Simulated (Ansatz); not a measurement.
## Run report: Hf, geometry relaxation (part 2 of 2)

Hf (slab, 2 atoms in the cell); DFT, LDA, PAW with Ansatz's default frozen-core files, scalar-relativistic, no spin polarisation (Ansatz 0.2.0); cutoff 420 eV, 12×8×1 k-mesh, Fermi–Dirac smearing of 0.05 eV. It belongs to a series of runs on one base structure; here: atoms relaxed, PAW files.

Geometry of the input (Å; fractional positions):
```
3.1190  0.0000  0.0000
0.0000  4.9418  0.0000
0.0000  0.0000  16.9004
Hf 0.7500  0.7500  0.4734
Hf 0.2500  0.2500  0.5266
```

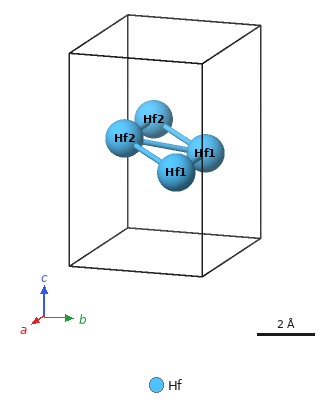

Figure 1. The geometry at step 2 of the log (ball-and-stick view of the 2 × 1 repeat of the cell, with the vacuum cut short, seen slightly off an axis; atoms are numbered from 1 in the order of the input).

### What the program printed, continued
```
relax step   3: F+E_penalty+E_count = -30949.12213308 eV  Δ(F+E_penalty+E_count) = -5.593e-4 eV  max|allowed force component| = 1.687e-2 eV/Å  Δτ_max = 0.0131 Å  (6 SCF iters, accepted)
SCF iter   1: F=—  HF=-30949.122645 eV  |F-HF|=—  |Δ(HF+E_count)|=         —  Δρ=1.07e-3  dr2=1.56e-3  ethr=3.25e-5  p=0.000 e·Å  D=3.13e-8 V/Å  ΔV_dip=-0.00 eV  dr2_dipole=8.24e-15  V_vac-E_F(+/−)=4.45/4.45 eV  ⟨swp⟩=3.0  Hψ=2202  notcnv=0  defer=6
efield: sawtooth ramp at fractional position 0.9500 (handed on by an earlier solve), width 0.1000; the density the first Hamiltonian is built on has a dipole p = 0.000 e·Å; the dipole correction subtracts the counter field D = 3.13e-8 V/Å, which shifts the + side's vacuum level by -0.00 eV against the − side's; the planar-averaged density in the ramp window peaks in size at 6.3e-7 e/Å³
preconditioner: auto → LDOS  [metal: Δε(μ)=0.072 eV  Ē_g=11.430 eV  σ=0.050 eV  W_gap=0.32  n_scr=34 (ndim 8)  ℏωp=13.8 eV  f_vac=0.713  D(μ)=3.59/eV (n_scr^D=18)  β→1.0]
SCF iter   2: F=—  HF=-30949.122465 eV  |F-HF|=—  |Δ(HF+E_count)|=   1.81e-4  Δρ=2.79e-4  dr2=3.35e-4  ethr=3.00e-6  p=-0.000 e·Å  D=-3.62e-7 V/Å  ΔV_dip=0.00 eV  dr2_dipole=6.70e-12  V_vac-E_F(+/−)=4.44/4.44 eV  ⟨swp⟩=2.0  Hψ=2212  notcnv=0  defer=3
SCF iter   3: F=—  HF=-30949.122452 eV  |F-HF|=—  |Δ(HF+E_count)|=   1.26e-5  Δρ=1.85e-4  dr2=1.06e-4  ethr=6.45e-7  p=-0.000 e·Å  D=-3.26e-9 V/Å  ΔV_dip=0.00 eV  dr2_dipole=7.65e-13  V_vac-E_F(+/−)=4.43/4.43 eV  ⟨swp⟩=2.0  Hψ=2040  notcnv=0  defer=3
SCF iter   4: F=—  HF=-30949.122419 eV  |F-HF|=—  |Δ(HF+E_count)|=   3.30e-5  Δρ=5.46e-5  dr2=8.89e-6  ethr=2.03e-7  p=-0.000 e·Å  D=-2.17e-8 V/Å  ΔV_dip=0.00 eV  dr2_dipole=1.21e-14  V_vac-E_F(+/−)=4.43/4.43 eV  ⟨swp⟩=2.0  Hψ=1952  notcnv=0  defer=3
SCF iter   5: F=—  HF=-30949.122454 eV  |F-HF|=—  |Δ(HF+E_count)|=   3.49e-5  Δρ=1.99e-5  dr2=1.26e-6  ethr=1.71e-8  p=-0.000 e·Å  D=-1.77e-8 V/Å  ΔV_dip=0.00 eV  dr2_dipole=4.18e-15  V_vac-E_F(+/−)=4.43/4.43 eV  ⟨swp⟩=2.0  Hψ=2005  notcnv=0  defer=3
SCF iter   6: F=-30949.122454 eV  HF=-30949.122454 eV  |F-HF|=5.46e-8  |Δ(HF+E_count)|=   1.71e-7  Δρ=5.32e-6  dr2=9.34e-8  ethr=1.92e-10  p=-0.000 e·Å  D=-5.29e-9 V/Å  ΔV_dip=0.00 eV  dr2_dipole=1.18e-19  V_vac-E_F(+/−)=4.43/4.43 eV  ⟨swp⟩=5.6  Hψ=6356  notcnv=0
SCF 4 converged in 6 iterations: F = -30949.122454 eV  dr2 = 9.34e-8
relax step   4: F+E_penalty+E_count = -30949.12245403 eV  Δ(F+E_penalty+E_count) = -3.210e-4 eV  max|allowed force component| = 5.458e-3 eV/Å  Δτ_max = 0.0222 Å  (6 SCF iters, accepted)
```

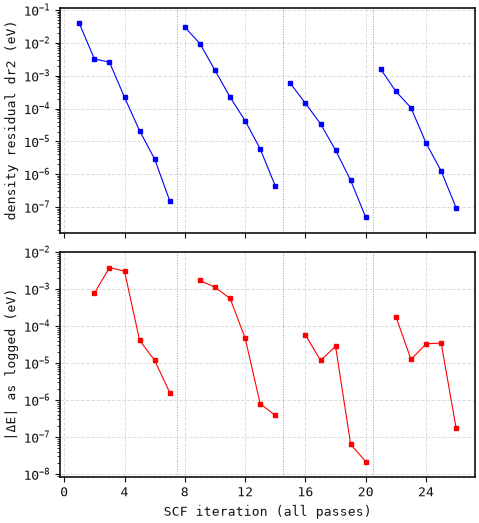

Figure 2. Convergence of the self-consistent field: density residual dr2 and size of the energy change against the SCF iteration. The dotted lines part the SCF passes of the relaxation: geometry steps, rejected trials and re-solves on a re-selected basis. The passes take 7, 7, 6 and 6 iterations.

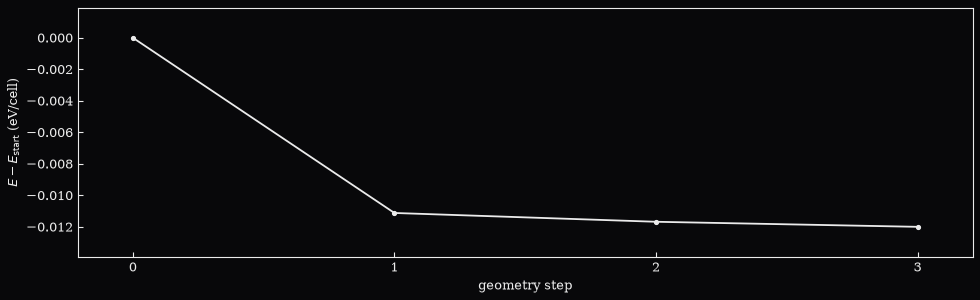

Figure 3. Progress of the relaxation, step by step (the first geometry is step 0 here and step 1 in the log).

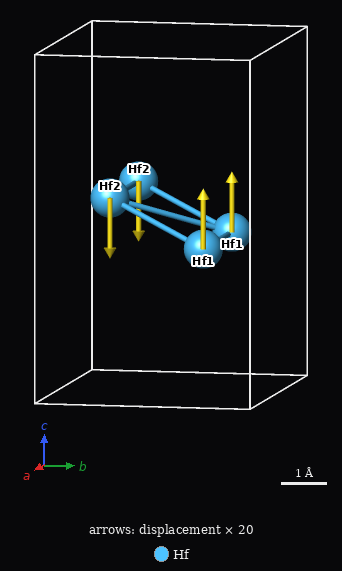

Figure 4. The starting structure with the displacements as yellow arrows, magnified 20 times (ball-and-stick view of the 2 × 1 repeat of the cell, with the vacuum cut short, seen slightly off an axis). Over 3 geometry steps the energy falls by 12.0 meV per cell of the calculation. Largest force component: 0.2 eV/Å at the start, 0.0055 eV/Å at the end. The largest moves, 0.069 Å, are those of Hf1 and Hf2. The cell stays as it was. Distances before and after: Hf1–Hf2 3.057 → 3.020 Å. Among the angles that change: Hf2–Hf1–Hf2 145.7° → 150.7°. (Atoms are counted from 1 in the order of the input.)

```
SCF converged after 6 iterations
Free energy (F): -30949.122454 eV
Harris-Foulkes:  -30949.122454 eV  (|F-HF|=5.46e-8)
Internal energy: -30949.090140 eV  (E = F + TS)
E sigma→0 (E₀):  -30949.106297 eV
Entropy (-TS):   -0.032314 eV (-16.157 meV/atom)
Fermi energy:    -0.220371 eV
Dipole field:    D = -0.000000 V/Å  (p = -0.000000 e·Å, saw-weighted, corrected)
Work function:   Φ+ = 4.4326 eV   Φ− = 4.4326 eV
Levels:          The Fermi level and band energies are counted from a zero that moves with the ramp; work functions are not
--- Per-component energies (eV) ---
  E_band       = -978.370164
  E_kinetic    = 845.364775
  E_local      = -45207.445345  (includes V_loc(G=0)·N_el)
  E_nonlocal   = -2466.632171
  E_hartree    = 21773.201643
  E_xc         = -590.172113
  E_vxc        = -526.602230  (∫ρ·V_xc dr)
  E_paw        = -13370.215371  (= ΣΔE_a)
  E_vpaw       = 2830.556156  (= ΣTr[D̂ρ^β])
  E_aug_tail   = -0.000003  (compensation charges beyond the density's cutoff)
  E_efield     = 0.000000  (sawtooth field / dipole correction)
  E_vefield    = 0.000000  (∫n·V_field dr)
  E_ewald      = 8061.893961
  E_core_change = 4.914485  (= ΣΔE_core)
  E_smearing   = -0.032314  (= −TS)
  E_closure    = 0.000000  (closes the sum)
  Σ components = -30949.122454   (vs F -30949.122454, Δ=0.00e0)
--- Forces (eV/Å), atoms counted from 1 ---
  atom   1  Hf     0.00000000     0.00000000     0.00545827
  atom   2  Hf    -0.00000000     0.00000000    -0.00545826
  max |Σ_I F_I| component: 1.29e-8 eV/Å
--- Stress (GPa, compression-positive) ---
       -3.691061      -0.000000      -0.000000
       -0.000000      -3.715091      -0.000000
       -0.000000      -0.000000      -0.002501
  P = ⅓ Tr σ = -2.4696 GPa (-24.696 kbar)
--- Band table (eV; the first three rows and the last of 35) ---
  k-point 0: bands = ["-62.3464", "-62.2726", "-31.2907", "-31.1050", "-31.0591", "-30.7741", "-30.5340", "-30.4784", "-12.3868", "-12.3830", "-12.3547", "-12.3521", "-12.3521", "-12.3488", "-12.3455", "-12.3293", "-12.3246", "-12.3199", "-12.3137", "-12.3102", "-12.2823", "-12.2547", "-5.3803", "-2.6055", "-0.2616", "-0.0791", "0.0208", "1.1522", "1.2866", "1.8209", "1.8995", "3.2383"]
  k-point 1: bands = ["-62.3436", "-62.2755", "-31.2781", "-31.0862", "-31.0665", "-30.7652", "-30.5434", "-30.5051", "-12.3877", "-12.3841", "-12.3559", "-12.3527", "-12.3524", "-12.3494", "-12.3436", "-12.3261", "-12.3240", "-12.3233", "-12.3116", "-12.3071", "-12.2843", "-12.2558", "-5.2405", "-2.5918", "-0.3945", "-0.3327", "0.3999", "1.0468", "1.3752", "1.6880", "1.7396", "3.3154"]
  k-point 2: bands = ["-62.3357", "-62.2835", "-31.2457", "-31.0878", "-31.0289", "-30.7396", "-30.5802", "-30.5698", "-12.3895", "-12.3866", "-12.3576", "-12.3542", "-12.3532", "-12.3511", "-12.3384", "-12.3256", "-12.3228", "-12.3193", "-12.3151", "-12.2964", "-12.2897", "-12.2593", "-4.8367", "-2.6253", "-0.6403", "-0.4843", "0.6781", "0.7823", "1.3589", "1.4674", "1.6316", "3.4702"]
  k-point 34: bands = ["-62.2850", "-62.2850", "-31.3185", "-31.3185", "-31.0321", "-31.0321", "-30.6503", "-30.6503", "-12.3829", "-12.3829", "-12.3641", "-12.3641", "-12.3457", "-12.3457", "-12.3232", "-12.3232", "-12.3154", "-12.3154", "-12.3131", "-12.3131", "-12.2848", "-12.2848", "-2.2977", "-2.2977", "-0.5697", "-0.5697", "1.4838", "1.4838", "1.7002", "1.7002", "2.9428", "2.9428"]
--- Relaxed structure (4 steps of the walk, 4 accepted, 0 SCFs on fresh bases) ---
  F+E_penalty+E_count = -30949.12245403 eV   max|allowed force component| = 5.458e-3 eV/Å
  atoms:
    - { symbol: Hf, position: [0.75, 0.75, 0.47743583555599206] }
    - { symbol: Hf, position: [0.24999999999999997, 0.24999999999999997, 0.5225641644440079] }
```

### Trajectory as extended XYZ (Å, eV, eV/Å), 4 frames, from step=1 to step=4
```
2
Lattice="3.1190 0.0000 0.0000 0.0000 4.9418 0.0000 0.0000 0.0000 16.9004" Properties=species:S:1:pos:R:3:forces:R:3 step=1 energy=-30949.11045
Hf    2.3393    3.7064    8.0000    0.0000   0.0000   0.1995
Hf    0.7798    1.2355    8.9004    0.0000   0.0000  -0.1995
2
Lattice="3.1190 0.0000 0.0000 0.0000 4.9418 0.0000 0.0000 0.0000 16.9004" Properties=species:S:1:pos:R:3:forces:R:3 step=2 energy=-30949.12157
Hf    2.3393    3.7064    8.1041    0.0000   0.0000  -0.0265
Hf    0.7798    1.2355    8.7963    0.0000   0.0000   0.0265
2
Lattice="3.1190 0.0000 0.0000 0.0000 4.9418 0.0000 0.0000 0.0000 16.9004" Properties=species:S:1:pos:R:3:forces:R:3 step=3 energy=-30949.12213
Hf    2.3393    3.7064    8.0910    0.0000   0.0000  -0.0169
Hf    0.7798    1.2355    8.8094    0.0000   0.0000   0.0169
2
Lattice="3.1190 0.0000 0.0000 0.0000 4.9418 0.0000 0.0000 0.0000 16.9004" Properties=species:S:1:pos:R:3:forces:R:3 step=4 energy=-30949.12245
Hf    2.3393    3.7064    8.0689    0.0000   0.0000   0.0055
Hf    0.7798    1.2355    8.8315    0.0000   0.0000  -0.0055
```

### Summary

| quantity | value |
| --- | --- |
| outcome | converged |
| electrons treated | 52 |
| free energy | −30949.1225 eV |
| Fermi energy | −0.220 eV |
| final volume | 260.50 Å³ |
| largest force (length of the vector) at the end | 0.005 eV/Å |
| hardware | 1 thread of Arm Neoverse V2, 24 GiB of memory available, shared host |
| wall time | 74 s |
| peak memory | 0.48 GiB |

Warnings of the run: the SCF threshold is looser than advised for the printed stress. Spin–orbit coupling is left out, which matters for Hf.
